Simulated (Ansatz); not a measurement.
## K: 7 runs along one coordinate

System: K (1 atom in the cell).
Method: Kohn-Sham DFT of a periodic cell, PBE, all-electron LAPW, scalar-relativistic, no spin polarisation (Ansatz 0.2.0).

The 7 runs differ only in the geometry, by an even scaling of the cell at fixed fractional positions. The structure derives from a Materials Project entry.

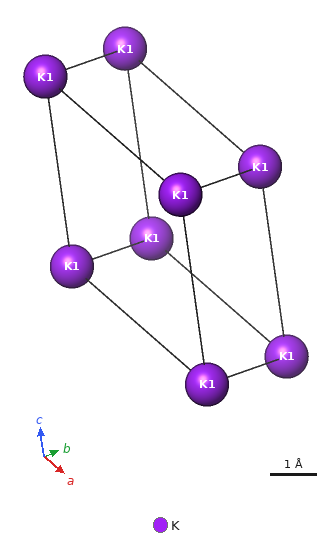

Figure 1. The structure of run 4 (ball-and-stick view of the cell of the calculation, seen slightly off an axis; atoms are numbered from 1 in the order of the input).

## Input of run 4
```yaml
crystal:
  lattice:
    - [-2.6975585167, 2.6975585167, 2.6975585167]
    - [2.6975585167, -2.6975585167, 2.6975585167]
    - [2.6975585167, 2.6975585167, -2.6975585167]
  atoms:
    - { symbol: K, position: [0.0, 0.0, 0.0] }
kpoints:
  mp_grid: { grid: [7, 7, 7] }
scf:
  occupations: { method: fermi_dirac, width: 0.05 }
hamiltonian:
  xc: pbe
  pseudopotentials: { kind: all_electron, lapw: { basis_error: 0.0005 } }
output:
  forces: true
  stress: true
  eigenvalues: true
```

Command:
```bash
ansatz run input.yaml --threads 1 --pin off --max-ram 2560MiB --backend cpu --events-out ev --progress --plain --runs-dir out
```

Lattice vectors (Å) and fractional positions of run 4:
```
  -2.697559    2.697559    2.697559
   2.697559   -2.697559    2.697559
   2.697559    2.697559   -2.697559
K   0.000000  0.000000  0.000000
```

Run 6 differs from it as follows:
```diff
-    - [-2.6975585167, 2.6975585167, 2.6975585167]
-    - [2.6975585167, -2.6975585167, 2.6975585167]
-    - [2.6975585167, 2.6975585167, -2.6975585167]
+    - [-2.7330567785, 2.7330567785, 2.7330567785]
+    - [2.7330567785, -2.7330567785, 2.7330567785]
+    - [2.7330567785, 2.7330567785, -2.7330567785]
```

## Results, with one run withheld

| run | volume per atom (Å³) | free energy per atom, from the lowest run given (meV) | pressure (GPa) |
| --- | --- | --- | --- |
| 1 | 73.807 | 0.00 | −0.01 |
| 2 | 75.378 | 0.43 | −0.08 |
| 3 | 76.948 | 1.53 | −0.14 |
| 4 | 78.519 | 3.24 | −0.20 |
| 5 | 80.089 | 5.49 | −0.26 |
| 6 | 81.659 | ? | ? |
| 7 | 83.230 | 11.42 | −0.35 |

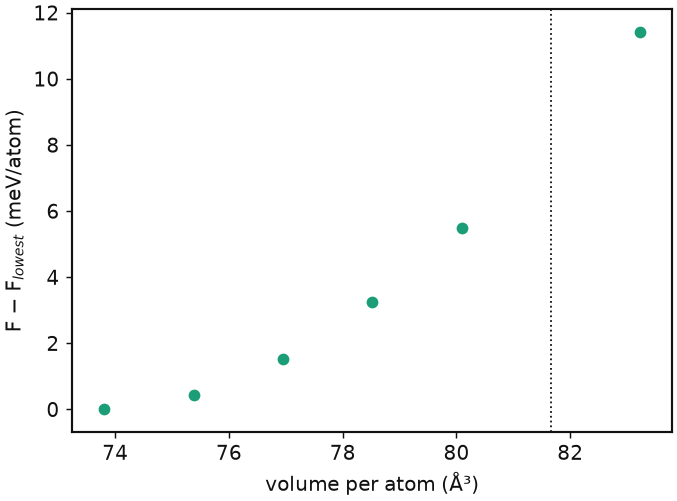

Figure 2. Free energy per atom of the runs given; the dotted line marks run 6.

Fit the runs given and predict run 6.

A cubic polynomial in V^(−2/3) (the Birch–Murnaghan form), fitted to the 6 runs given, misses them by under 0.01 meV per atom. With x = V^(−2/3) − 0.05483 Å⁻², it reads F = 2.4845 − 2396.1 x + 5.7754e+05 x² − 2.6028e+05 x³ (meV per atom). At run 6 it gives 8.23 meV per atom, and the run itself gives 8.23. The slope of the fit gives a pressure −dF/dV of −0.30 GPa there, and the run prints −0.30 GPa. The fit has no minimum inside this range.

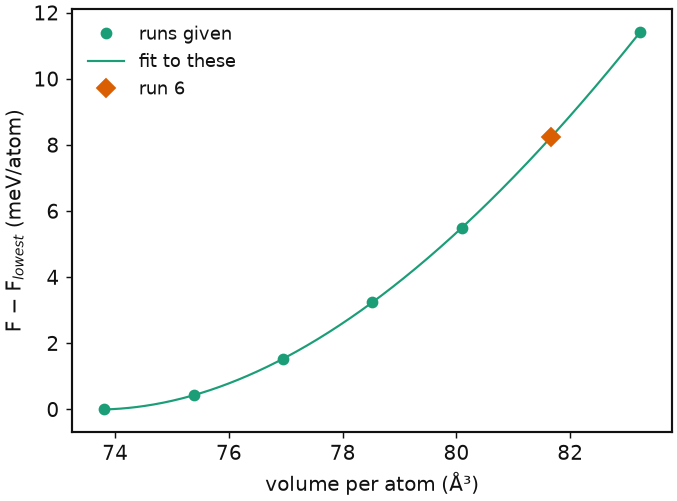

Figure 3. The fit and the withheld run.

## Output, shortened to warnings, some set-up lines, iterations and results (run 6)
```
Basis set: ecut = 55.57561337186488 eV, 79 PW (Γ), exchange–correlation at level 2
Symmetry: 48 space group operations
k-points: 20 of 343
Initial density: superposition of atomic densities (chi_scale 0.1, normalization cell)
[...]
SCF iter   1: F=—  HF=-16384.611579 eV  |F-HF|=—  |Δ(HF+E_count)|=         —  Δρ=1.22e-3  dr2=2.59e-3  ethr=2.88e-5  ⟨swp⟩=4.0  Hψ=1497  notcnv=0
SCF iter   2: F=—  HF=-16384.612426 eV  |F-HF|=—  |Δ(HF+E_count)|=   8.47e-4  Δρ=6.26e-4  dr2=6.87e-4  ethr=2.88e-5  ⟨swp⟩=2.0  Hψ=613  notcnv=0
SCF iter   3: F=—  HF=-16384.613103 eV  |F-HF|=—  |Δ(HF+E_count)|=   6.77e-4  Δρ=6.79e-5  dr2=8.20e-6  ethr=9.10e-8  ⟨swp⟩=2.0  Hψ=966  notcnv=0
SCF iter   4: F=—  HF=-16384.613101 eV  |F-HF|=—  |Δ(HF+E_count)|=   2.25e-6  Δρ=5.81e-6  dr2=5.98e-8  ethr=9.10e-8  ⟨swp⟩=2.0  Hψ=613  notcnv=0
SCF iter   5: F=-16384.613101 eV  HF=-16384.613101 eV  |F-HF|=5.00e-9  |Δ(HF+E_count)|=   2.27e-7  Δρ=9.53e-7  dr2=1.61e-9  ethr=6.64e-10  ⟨swp⟩=2.6  Hψ=626  notcnv=0
SCF 1 converged in 5 iterations: F = -16384.613101 eV  dr2 = 1.61e-9
SCF converged after 5 iterations
Free energy (F): -16384.613101 eV
Harris-Foulkes:  -16384.613101 eV  (|F-HF|=5.00e-9)
Internal energy: -16384.605806 eV  (E = F + TS)
E sigma→0 (E₀):  -16384.609454 eV
Entropy (-TS):   -0.007295 eV (-7.295 meV/atom)
Fermi energy:    1.513234 eV
--- Per-component energies (eV) ---
  E_band       = -145.528448
  E_kinetic    = 16497.117177
  E_xc         = -908.919308
  E_electrostatic = -31972.803676  (all electrons and nuclei)
  E_smearing   = -0.007295  (= −TS)
  E_closure    = 0.000000  (closes the sum)
  E_atoms      = -16383.591820  (free atoms, spherical and without spin; not in F)
  Σ components = -16384.613101   (vs F -16384.613101, Δ=0.00e0)
  Basis errors (estimates in eV, not in F): energy 1.4e-4 per atom: plane waves 1.4e-4 (7.2e-5 summed), levels above the bands 4.4e-44, relativity 2.0e-9, radial functions 2.3e-6, core shells 9.6e-13; eigenvalues (radial functions only) 2.2e-6; not estimated: angular momenta, meshes, grids; target …
--- Forces (eV/Å), atoms counted from 1 ---
  atom   1  K     -0.00000000     0.00000000     0.00000000
  max |Σ_I F_I| component: 3.21e-33 eV/Å
--- Stress (GPa, compression-positive) ---
       -0.303575      -0.000000       0.000000
       -0.000000      -0.303575       0.000000
        0.000000       0.000000      -0.303575
  P = ⅓ Tr σ = -0.3036 GPa (-3.036 kbar)
```
